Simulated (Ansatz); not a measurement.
# Si16W9 (cell with a defect): what the fields show

The calculation's input:

```
crystal:
  lattice:
    - [0.0, -6.4579906303, 0.0]
    - [-6.4579906303, 0.0, 0.0]
    - [0.0, 0.0, -7.866827823]
  atoms:
    - { symbol: Si, position: [0.5, 0.5, 0.6654255944] }
    - { symbol: Si, position: [0.5, 0.0, 0.6654255944] }
    - { symbol: Si, position: [0.0, 0.5, 0.6654255944] }
    - { symbol: Si, position: [0.25, 0.25, 0.1654255944] }
    - { symbol: Si, position: [0.0, 0.0, 0.6654255944] }
    - { symbol: Si, position: [0.25, 0.75, 0.1654255944] }
    - { symbol: Si, position: [0.75, 0.25, 0.1654255944] }
    - { symbol: Si, position: [0.75, 0.75, 0.1654255944] }
    - { symbol: Si, position: [0.75, 0.75, 0.8345744056] }
    - { symbol: Si, position: [0.75, 0.25, 0.8345744056] }
    - { symbol: Si, position: [0.25, 0.75, 0.8345744056] }
    - { symbol: Si, position: [0.5, 0.5, 0.3345744056] }
    - { symbol: Si, position: [0.25, 0.25, 0.8345744056] }
    - { symbol: Si, position: [0.5, 0.0, 0.3345744056] }
    - { symbol: Si, position: [0.0, 0.5, 0.3345744056] }
    - { symbol: Si, position: [1.0, 1.0, 0.3345744056] }
    - { symbol: W, position: [0.75, 0.75, 0.5] }
    - { symbol: W, position: [0.75, 0.25, 0.5] }
    - { symbol: W, position: [0.25, 0.75, 0.5] }
    - { symbol: W, position: [0.5, 0.5, 0.0] }
    - { symbol: W, position: [0.25, 0.25, 0.5] }
    - { symbol: W, position: [0.5, 0.0, 0.0] }
    - { symbol: W, position: [0.0, 0.5, 0.0] }
    - { symbol: W, position: [0.0, 1.0, 1.0] }
    - { symbol: W, position: [0.0037025694, 0.7356716883, 0.7374176788] }
basis:
  ecutwfc: 420
  xc_grid: 2
kpoints:
  mp_grid: { grid: [4, 4, 3], shift: [0.5, 0.5, 0.0] }
hamiltonian:
  xc: pbe
scf:
  occupations: { method: gaussian, width: 0.1 }
output:
  forces: true
  stress: false
  eigenvalues: true
  write_density: true
  write_potential: true
  elf: true
  volumetric_format: npy
relax:
  adjacent_minimum: "off"
  f_tol: 0.02
  max_steps: 60
```

Launched as:

```sh
ansatz run input.yaml --threads 4 --pin off --max-ram 10240MiB --backend cpu --events-out ev --progress --plain --runs-dir out
```

The fields are those of the run's last geometry, not of the input's.

These are results of DFT PBE, scalar-relativistic, plane waves, PAW (Ansatz 0.2.0), not measurements.

In a PAW calculation such maps are meaningful between the atoms, not at the nuclei.

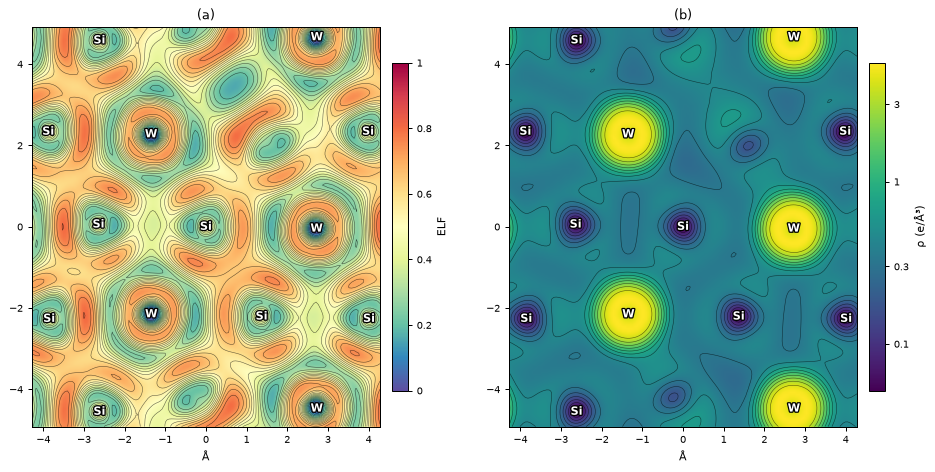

Figure 1. (a) ELF; (b) valence pseudo-density on the (110) plane of the calculation cell.

Read the bonding off the picture.

The section cuts through Si and W sites. Atoms just off the plane (Si, 0.3 Å away) can leave unmarked features too. Si–W (2.51 Å): the density is about 0.5 e/Å³ at the midpoint; the ELF peaks at about 0.80 in the valence shell of Si, 0.9 Å from its nucleus, and is about 0.50 at the midpoint. Si–Si (2.60 Å): ρ is about 0.35 e/Å³ halfway; the ELF peaks at about 0.65 between the atoms. Si–Si (2.62 Å): ρ is about 0.34 e/Å³ halfway; the ELF peaks at about 0.65 between the atoms. Between the atoms the lowest density in this plane is 0.26 e/Å³. The features right at W lie inside the PAW spheres, where the map follows smoothed inner orbitals and isn't to be read closely.

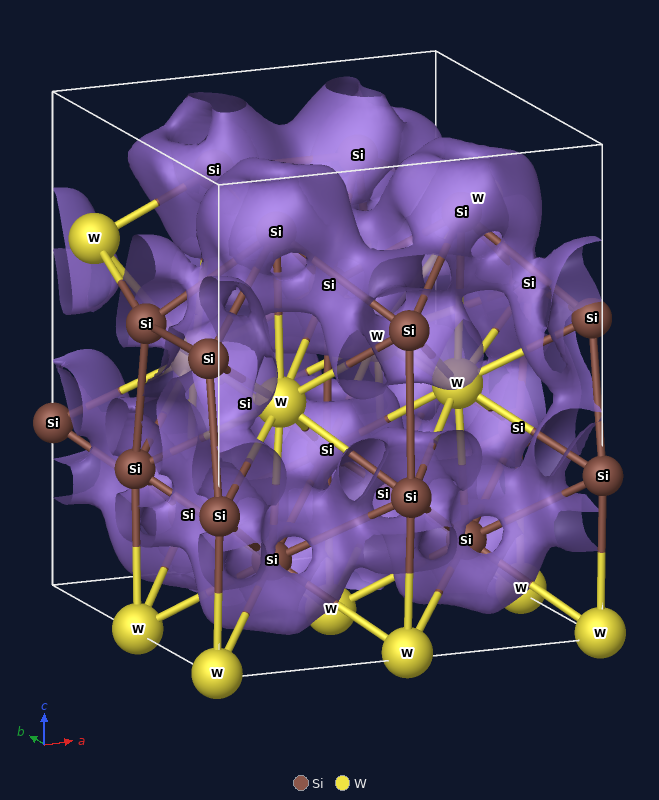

Figure 2. Isosurface of the electron localisation function at 0.55 (purple), seen slightly off an axis. Only the valence region is drawn (cores and ρ < 0.01 e/Å³ removed). Sticks mark near contacts.

Describe the localisation domains.

At this value the surface marks out one network that runs through the whole crystal, counted in one cell of 25 atoms. Regions shared between cells count once.


Si–W (2.21 Å): the ELF peaks at about 0.75 in the valence shell of Si, 0.8 Å from its nucleus, and is about 0.45 at the midpoint. Si–Si (2.42 Å): the ELF peaks at about 0.65 between the atoms.
